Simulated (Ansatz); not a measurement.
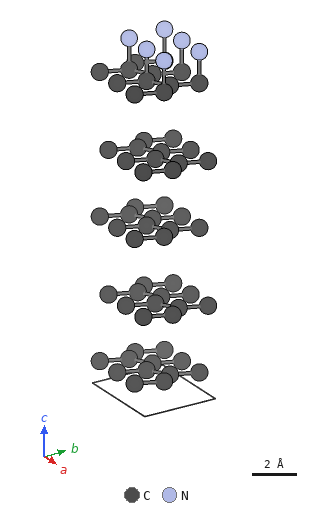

Starting structure of a slab of composition C₁₀N (cut from the Fmmm phase). Style: ball-and-stick. Shown: the 3 × 2 repeat of the cell, outlined in the plane, without the vacuum, slightly off an axis.

Case: N put at a top C site. The slab is the (0 0 1) face of C with N on it. 4 atoms are held fixed.

These are results of DFT PBE+D3(BJ), scalar-relativistic, plane waves, PAW (Ansatz), not measurements.

Input
```yaml
crystal:
  lattice:
    - [2.4655379968, 0.0, 0.0]
    - [-1.2327689984, 2.1341461181, 0.0]
    - [0.0, 0.0, 32.5979680033]
  atoms:
    - { symbol: C, position: [0.0833101796, 0.1666203592, 0.2607524494] }
    - { symbol: C, position: [0.4166898204, 0.8333796408, 0.2607524494] }
    - { symbol: C, position: [0.5833101796, 0.1666203592, 0.3650391026] }
    - { symbol: C, position: [0.9166898204, 0.8333796408, 0.3650391026] }
    - { symbol: C, position: [0.0833101796, 0.1666203592, 0.4693232413] }
    - { symbol: C, position: [0.4166898204, 0.8333796408, 0.4693232413] }
    - { symbol: C, position: [0.5833101796, 0.1666203592, 0.5736098945] }
    - { symbol: C, position: [0.9166898204, 0.8333796408, 0.5736098945] }
    - { symbol: C, position: [0.0833101796, 0.1666203592, 0.6778940332] }
    - { symbol: C, position: [0.4166898204, 0.8333796408, 0.6778940332] }
    - { symbol: "N", position: [0.4166898204, 0.8333796408, 0.7232956361] }
basis:
  ecutwfc: 420
kpoints:
  mp_grid: { grid: [12, 12, 1] }
hamiltonian:
  xc: pbe
  dispersion: d3bj
scf:
  occupations: { method: gaussian, width: 0.1 }
output:
  forces: true
  eigenvalues: true
  write_density: true
  write_potential: true
  elf: true
  volumetric_format: npy
relax:
  adjacent_minimum: "off"
  f_tol: 0.03
  max_steps: 70
  constraints: [{ sites: [0, 1, 2, 3] }]
efield:
  axis: 3
  dipole_correction: true
  ramp_width: 0.04
```

Command:
```bash
ansatz run input.yaml --threads 1 --pin off --max-ram 2560MiB --backend cpu --events-out ev --progress --plain --runs-dir out
```

Predict the outcome.

Answer. Over 12 geometry steps the energy falls by 0.509 eV per cell of the calculation. The largest force component goes from 2.8 to 0.027 eV/Å. The forces were under the threshold at step 7, but the run went on from there. The largest moves, 0.50 Å, are those of C7 and C8. C7 goes at 83° to the normal (−c side). Largest moves by element: C 0.50 Å, N 0.26 Å. The cell doesn't change. Some distances before and after: C9–C10 1.423 → 1.458 Å, C10–N11 1.480 → 1.455 Å. Among the angles between lasting bonds that change: C9–C10–N11 90.0° → 102.7°, C10–C9–C10 120.0° → 115.3°. Cost: 4.3 min on 1 thread of Intel(R) Xeon(R) Platinum 8488C (Sapphire Rapids) (shared host), peak memory 0.6 GiB.

The end point in the same view:

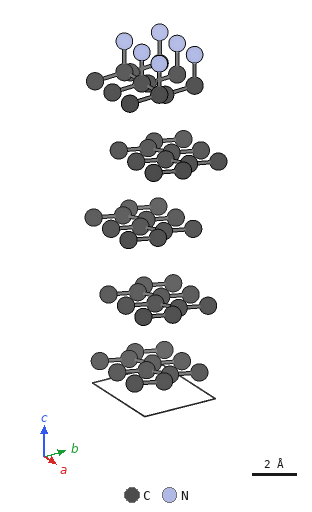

Limits of the set-up: the cell has an odd number of electrons but was run without spin polarisation; the periodic images lie only 2.5 Å apart, so the values are limited by the cell's size.
